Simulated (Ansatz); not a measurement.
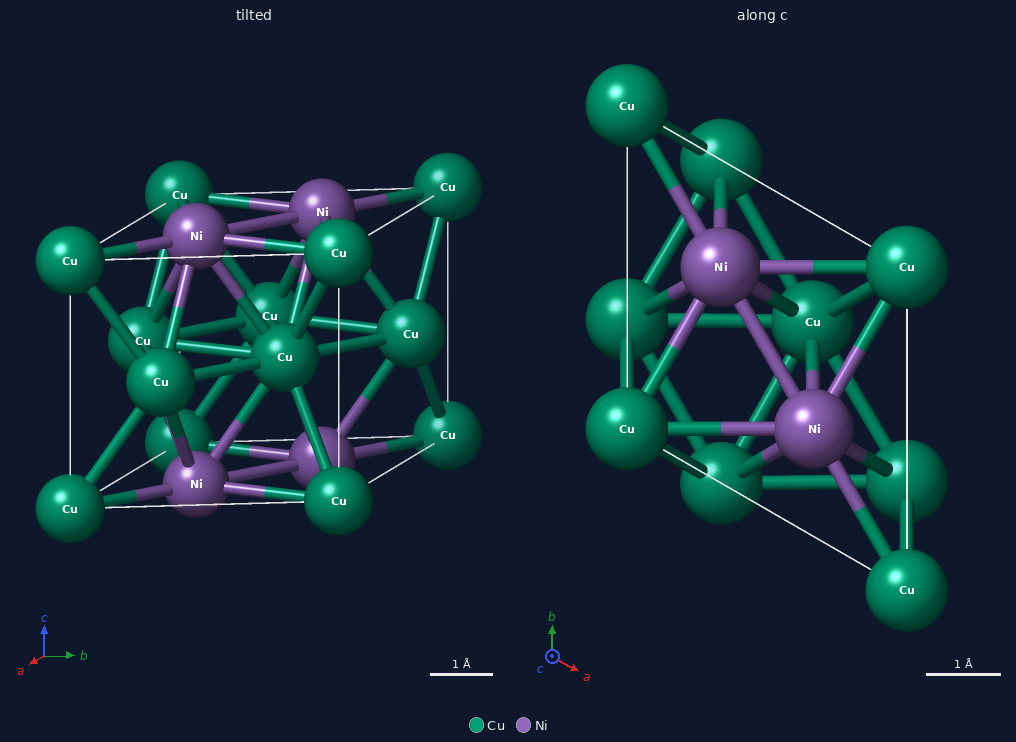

Ball-and-stick representation of a periodic structure, projected slightly off an axis and along the c axis. Thin lines show the conventional unit cell, with boundary atoms drawn in all their periodic places. Cell: a = 4.38 Å, b = 4.38 Å, c = 4.17 Å, α = 90.00°, β = 90.00°, γ = 120.00°.

It goes back to a structure type filled with these elements by a generator (whether the compound takes this form wasn't checked). Earlier steps of the study may have refined or changed the cell and positions. It was the input of a calculation with Ansatz.

Q: In words:

A: The structure is one of Cu2Ni. Its lattice is primitive hexagonal, its space group P-62m (No. 189). Atoms per cell: 6 (4 Cu, 2 Ni). Each Ni atom is coordinated by nine Cu and three Ni in an anticuboctahedral arrangement (about 2.5 Å to Cu, 2.5 Å to Ni). Cu takes two kinds of site: 1a with six Cu and six Ni in an anticuboctahedral arrangement (about 2.6 Å to Cu, 2.5 Å to Ni); 3g with eight Cu and four Ni in an anticuboctahedral arrangement (about 2.5 Å to Cu, 2.5 Å to Ni). The bonds build a three-dimensional framework.

Run with Ansatz, DFT PBE, scalar-relativistic, plane waves, PAW and these settings: a kinetic-energy cutoff of 420 eV, a 12×12×10 mesh of k-points, Gaussian smearing of 0.1 eV, no spin polarisation (a spin-restricted run, not always the ground state).

Q: What does the calculation say: metal or gapped?

A: A metal: bands cross the Fermi level.

Q: What does a Bader analysis give?

A: Cu +0.03 e; Ni -0.05 e.

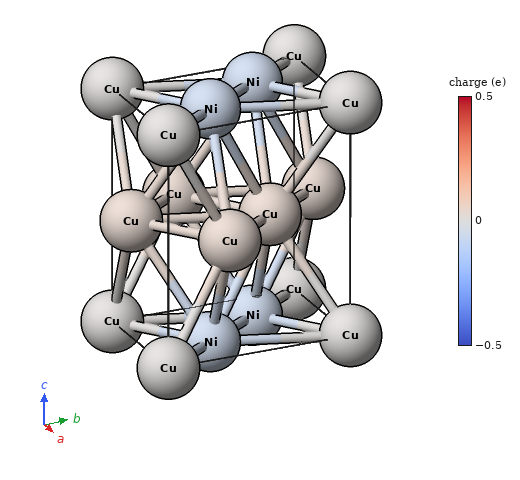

The atoms coloured by those charges. The run's cell of 6 atoms is drawn.

Q: Does this geometry sit at a stationary point of the energy?

A: Yes. All forces vanish to within 0.01 eV/Å. The pressure is 0.0 GPa, close to zero.
